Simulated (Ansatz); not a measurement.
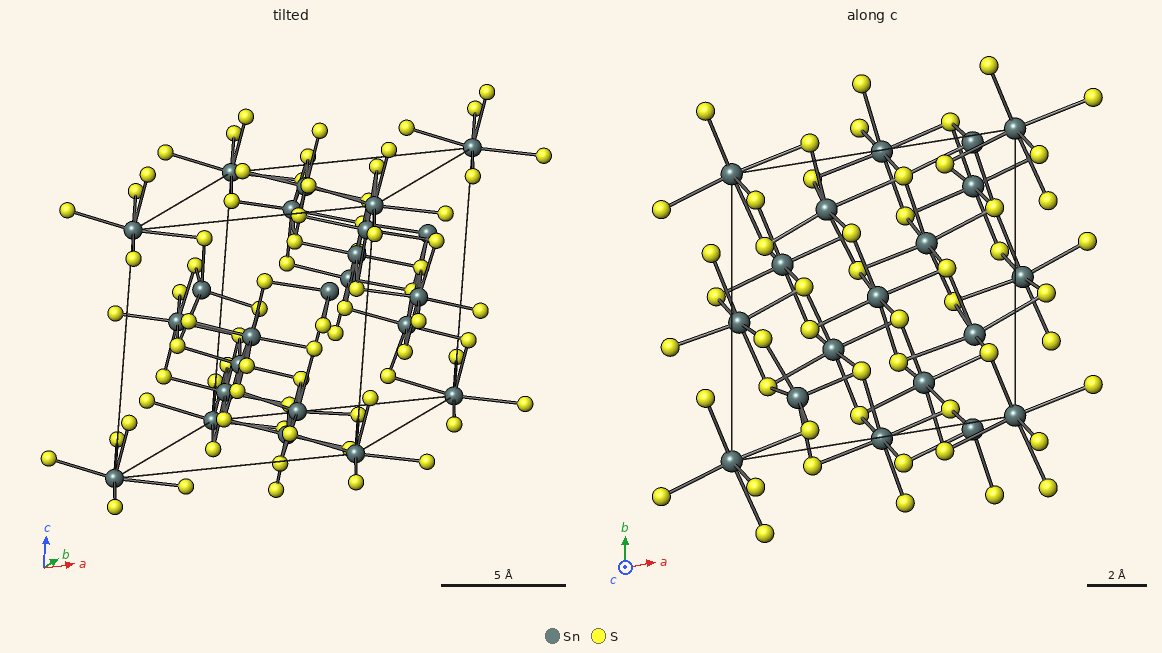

Crystal structure, ball-and-stick style, seen slightly off an axis and along the c axis. The box is the simulation cell; atoms on or close to its faces, edges and corners are drawn wherever they repeat. Some atoms of the next cells are drawn as well. Cell: a = 10.073 Å, b = 10.073 Å, c = 10.073 Å, α = 79.10°, β = 79.10°, γ = 79.10°.

It has the composition Sn$_{13}$S$_{23}$. No symmetry beyond translations is left (P1). One cell contains 13 Sn, 23 S, 36 atoms in all. The bonds build Sn13S23 layers parallel to (111).

The model was built from a structure listed in the Materials Project, repeated into a supercell with a point defect put in. The atoms were relaxed in a fixed cell with Ansatz, DFT PBE, scalar-relativistic, plane waves, PAW.
